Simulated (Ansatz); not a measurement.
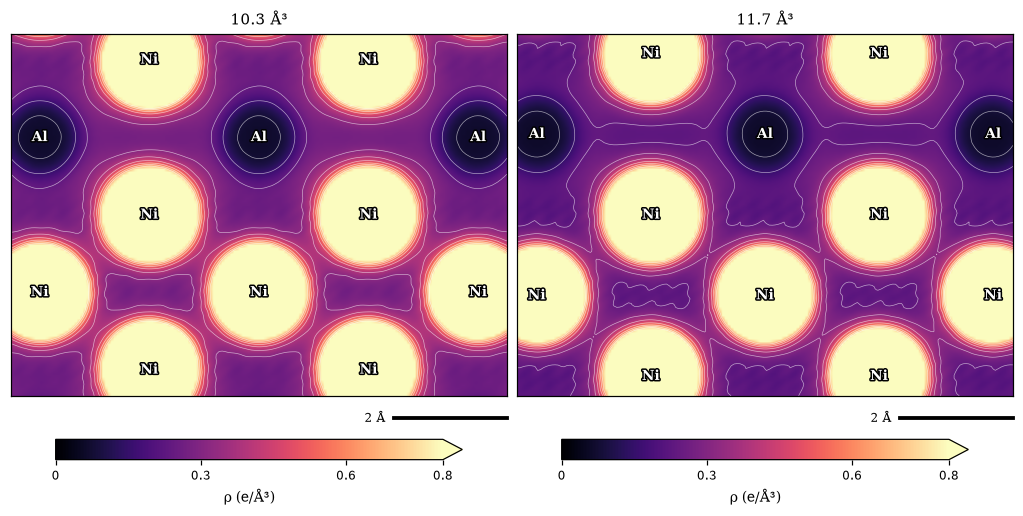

AlNi3. The valence charge density (pseudo) of cells scaled evenly to different volumes (given per atom above each panel), on the (011̄) plane of each (indices in the axes of the cell below), at one length scale and on one colour scale.

A structure from a database of computed crystals, not necessarily the ambient phase; the program warned that a starting moment wasn't kept; spin-polarised, but the moments vanished.

Method: Kohn-Sham DFT of a periodic cell, PBE, Ansatz PAW in Ansatz.

In a PAW calculation such maps are meaningful between the atoms, not at the nuclei.

The largest cell:

```
Ni Al
1.0
     0.00000    2.85684    2.85684
     2.85684    0.00000    2.85684
     2.85684    2.85684    0.00000
Ni Al
3 1
Direct
  0.75000 0.75000 0.75000
  0.00000 0.00000 0.00000
  0.25000 0.25000 0.25000
  0.50000 0.50000 0.50000
```

| volume (Å³/atom) | Al–Ni contact in the plane (Å) | ρ at its midpoint (e/Å³) | pressure (GPa) | 
| --- | --- | --- | --- |
| 10.34 | 2.377 | 0.349 | 22.1 | 
| 10.78 | 2.410 | ? | ? | 
| 11.66 | 2.474 | 0.299 | −3.7 | 

### Estimate the missing row, and compare with the calculation.

Over the known rows ln ρ falls by 1.59 per Å of Al–Ni distance (the line through the two), which gives 0.331 e/Å³ at 2.410 Å; the calculation gives 0.330 e/Å³. For the pressure, a straight line in volume between the neighbouring rows gives 13.5 GPa; the calculation gives 11.6, lower because pressure rises ever faster on compression.
